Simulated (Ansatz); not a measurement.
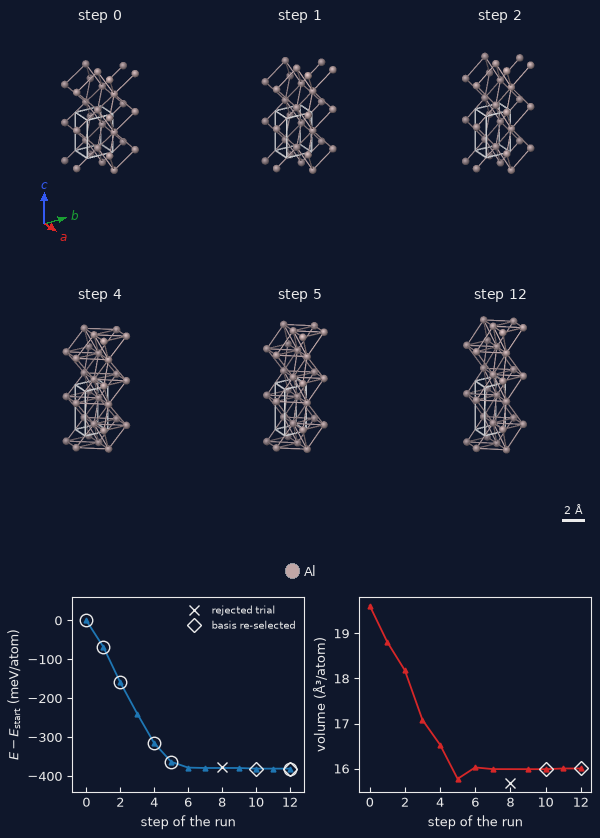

Frames of a relaxation of a crystal of Al (set up in Cmcm), marked on the history of the run. A ball-and-stick model of the cell of the calculation, reduced to other axes, repeated 2 × 1 × 2 with one cell outlined, seen slightly off an axis. Lengths and directions refer to the drawn axes.

Case: 4 of 4 Li taken out, relaxed.

The calculation used Ansatz 0.2.0, DFT r2SCAN, scalar-relativistic, plane waves, PAW.

The input:
```yaml
crystal:
  lattice:
    - [1.76137018, -3.0795067875, 0.0]
    - [1.76137018, 3.0795067875, 0.0]
    - [0.0, 0.0, 3.616561483]
  atoms:
    - { symbol: Al, position: [0.8338650599, 0.1661349401, 0.25] }
    - { symbol: Al, position: [0.1661349401, 0.8338650599, 0.75] }
basis:
  ecutwfc: 500
kpoints:
  mp_grid: { grid: [12, 12, 10] }
hamiltonian:
  xc: r2scan
scf:
  occupations: { method: gaussian, width: 0.1 }
output:
  forces: true
  stress: true
  eigenvalues: true
relax:
  adjacent_minimum: "off"
  f_tol: 0.025
  max_steps: 70
  cell: { stress_tol: 0.12 }
```

Run as
```bash
ansatz run input.yaml --threads 2 --pin off --max-ram 5120MiB --backend cpu --events-out ev --progress --plain --runs-dir out
```

Q: Describe the path.

A: After 9 accepted moves (12 points after the start) the energy has fallen by 381 meV per atom. Largest force component: 0.018 eV/Å at the start, 0.00029 eV/Å at the end. Pressure: −1.17 GPa at the start and 0.00 GPa at the end. The line search rejected the trial step at point 8 of the run. The SCF was repeated twice at an unchanged geometry on a basis and grid sized afresh for the cell, which shifted the energy by 1.6 meV per atom at most. The atoms keep their places relative to the cell (all moves are under 0.005 Å). Cell: a 3.523 → 2.836 Å (−19.5 %), b 3.548 → 2.837 Å (−20.0 %), c 3.617 → 4.593 Å (+27.0 %), γ 119.8° → 120.0°. Volume −18.4 %. Some distances before and after: Al1–Al1 3.548 → 2.837 Å, Al1–Al1 (another image) 3.523 → 2.836 Å, Al1–Al2 2.731 → 2.821 Å. Bond angles that change, for instance: Al2–Al1–Al2 82.9° → 109.0°, Al2–Al1–Al2 81.1° → 60.4°, Al2–Al1–Al2 80.4° → 60.4°. The space group (tolerance 0.01 Å) goes from Cmcm (No. 63) to P6_3/mmc (No. 194). From step 0 to 1: volume −4.1 %, energy −67.5 meV per atom. From step 1 to 2: volume −3.3 %, energy −91.4 meV per atom. From step 2 to 4: volume −9.1 %, energy −156 meV per atom. From step 4 to 5: volume −4.6 %, energy −48.0 meV per atom. From step 5 to 12: Al atoms move most (0.02 Å), volume +1.5 %, energy −17.7 meV per atom.

```json
{"step": "0", "E − E(0), meV/atom": "0.00", "largest force component, eV/Å": "0.0176", "pressure, GPa": "-1.17", "volume, Å³/atom": "19.617", "note": ""}
{"step": "1", "E − E(0), meV/atom": "-67.51", "largest force component, eV/Å": "0.0174", "pressure, GPa": "-0.71", "volume, Å³/atom": "18.809", "note": ""}
{"step": "2", "E − E(0), meV/atom": "-158.91", "largest force component, eV/Å": "0.0089", "pressure, GPa": "-1.64", "volume, Å³/atom": "18.180", "note": ""}
{"step": "3", "E − E(0), meV/atom": "-239.37", "largest force component, eV/Å": "0.0172", "pressure, GPa": "-0.23", "volume, Å³/atom": "17.081", "note": ""}
{"step": "4", "E − E(0), meV/atom": "-315.00", "largest force component, eV/Å": "0.0096", "pressure, GPa": "-0.32", "volume, Å³/atom": "16.531", "note": ""}
{"step": "5", "E − E(0), meV/atom": "-363.02", "largest force component, eV/Å": "0.0406", "pressure, GPa": "1.89", "volume, Å³/atom": "15.773", "note": ""}
{"step": "6", "E − E(0), meV/atom": "-378.12", "largest force component, eV/Å": "0.0674", "pressure, GPa": "-0.16", "volume, Å³/atom": "16.027", "note": ""}
{"step": "7", "E − E(0), meV/atom": "-379.10", "largest force component, eV/Å": "0.0023", "pressure, GPa": "-0.02", "volume, Å³/atom": "15.989", "note": ""}
{"step": "8", "E − E(0), meV/atom": "-377.21", "largest force component, eV/Å": "0.0224", "pressure, GPa": "1.78", "volume, Å³/atom": "15.671", "note": "rejected"}
{"step": "9", "E − E(0), meV/atom": "-379.10", "largest force component, eV/Å": "0.0010", "pressure, GPa": "-0.01", "volume, Å³/atom": "15.988", "note": ""}
{"step": "10", "E − E(0), meV/atom": "-380.69", "largest force component, eV/Å": "0.0010", "pressure, GPa": "0.10", "volume, Å³/atom": "15.988", "note": "same geometry, new basis"}
{"step": "11", "E − E(0), meV/atom": "-380.73", "largest force component, eV/Å": "0.0003", "pressure, GPa": "0.00", "volume, Å³/atom": "16.003", "note": ""}
{"step": "12", "E − E(0), meV/atom": "-380.73", "largest force component, eV/Å": "0.0003", "pressure, GPa": "0.00", "volume, Å³/atom": "16.003", "note": "same geometry, new basis"}
```
